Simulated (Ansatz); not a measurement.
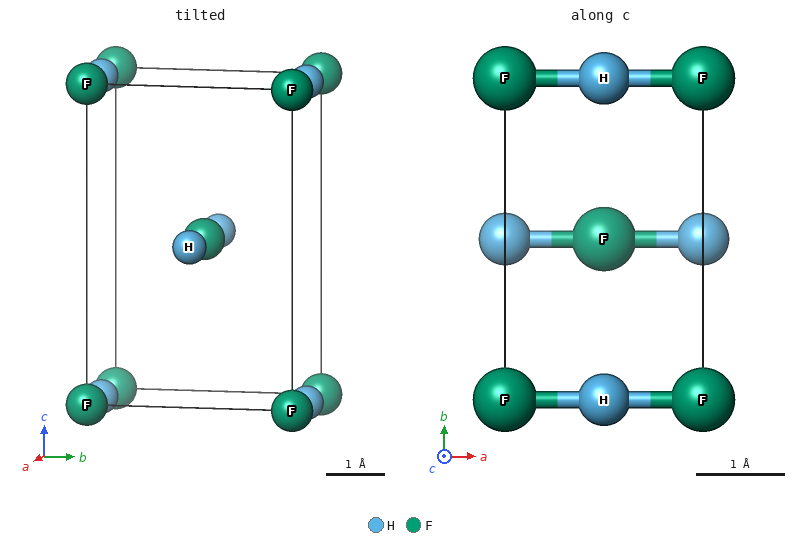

An orthographic ball-and-stick view of the structure, slightly off an axis and along the c axis. The parallelepiped is the conventional unit cell. Cell: a = 2.26 Å, b = 3.67 Å, c = 5.63 Å, α = 90.00°, β = 90.00°, γ = 90.00°.

The model was built from a generated cell, made by putting these elements into a known structure type (the compound may or may not exist in this form). The structure drawn was relaxed with DFT, PAW plane waves, PBEsol (Ansatz 0.2.0).

Question: Characterise what is shown.

Answer: Its composition is HF. Its lattice is body-centred orthorhombic, its space group Immm (No. 71). One cell contains 2 H, 2 F, 4 atoms in all. Numbers of contacts at bonding distance: H 2 and F 2.

Calculation details: DFT, PAW plane waves, PBEsol (Ansatz 0.2.0); a kinetic-energy cutoff of 420 eV, k-points about 0.32 Å⁻¹ apart, Gaussian smearing of 0.018 eV, no spin polarisation.

Question: Classify it as metallic or gapped, with the value.

Answer: An insulator at this level, with a gap of 7.89 eV on the k-mesh.

Question: Predict the Bader charges.

Answer: H +0.77 e; F -0.77 e.

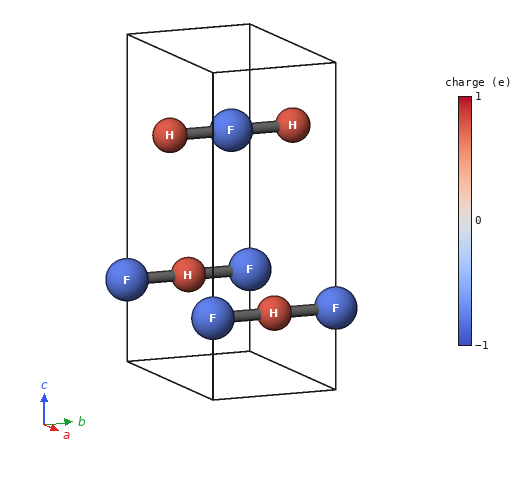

The atoms coloured by those charges. The run's cell of 4 atoms is drawn, so axes and origin can differ from the first picture.

Question: Has the structure come to rest?

Answer: Yes. All forces vanish to within 0.01 eV/Å. The pressure is 0.0 GPa, close to zero.
